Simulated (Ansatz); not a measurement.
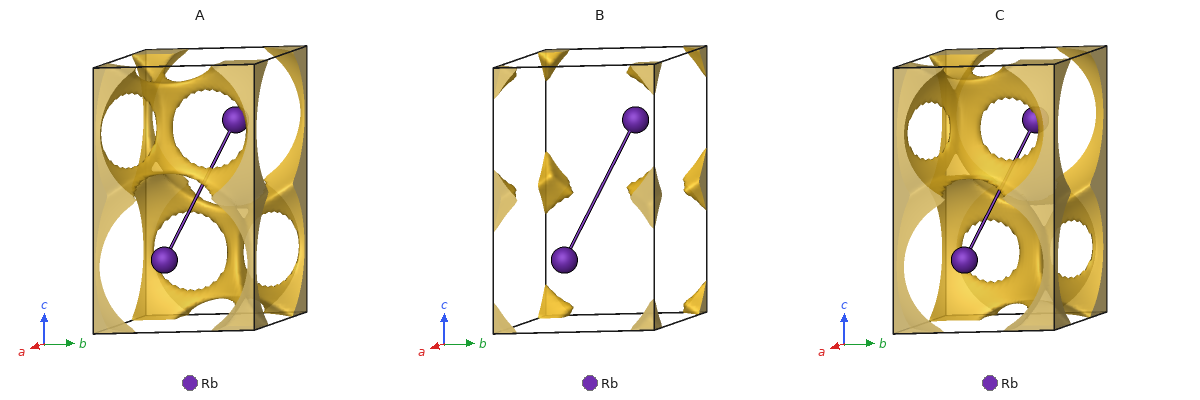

Three surfaces of the space that a probe's centre can reach in Rb (P6_3/mmc), computed for probe radii of 0.10, 0.20, 0.50 Å, in shuffled order. Pale faces close the region where the drawn box cuts it.

The atoms' radii are metallic radii: Rb 2.48 Å.

The cell is taken from coordinates from a relaxation with DFT PBE+D3(BJ), scalar-relativistic, plane waves, PAW in Ansatz.

```cif
data_structure
_symmetry_space_group_name_H-M 'P 1'
_symmetry_Int_Tables_number 1
_cell_length_a 4.9564
_cell_length_b 4.9564
_cell_length_c 8.0757
_cell_angle_alpha 90.000
_cell_angle_beta 90.000
_cell_angle_gamma 120.000
_cell_volume 171.81
loop_
_atom_site_label
_atom_site_type_symbol
_atom_site_fract_x
_atom_site_fract_y
_atom_site_fract_z
_atom_site_occupancy
Rb1 Rb 0.33333 0.66667 0.75000 1
Rb2 Rb 0.66667 0.33333 0.25000 1
```

Q: Which panel belongs to which radius, and what does each show?

A: C: 0.10 Å, a three-dimensional network, 17 % of the volume. A: 0.20 Å, a three-dimensional network, 11 % of the volume. B: 0.50 Å, isolated pockets that do not connect across cells, 1.6 % of the volume. The larger the probe, the smaller the space left to it.
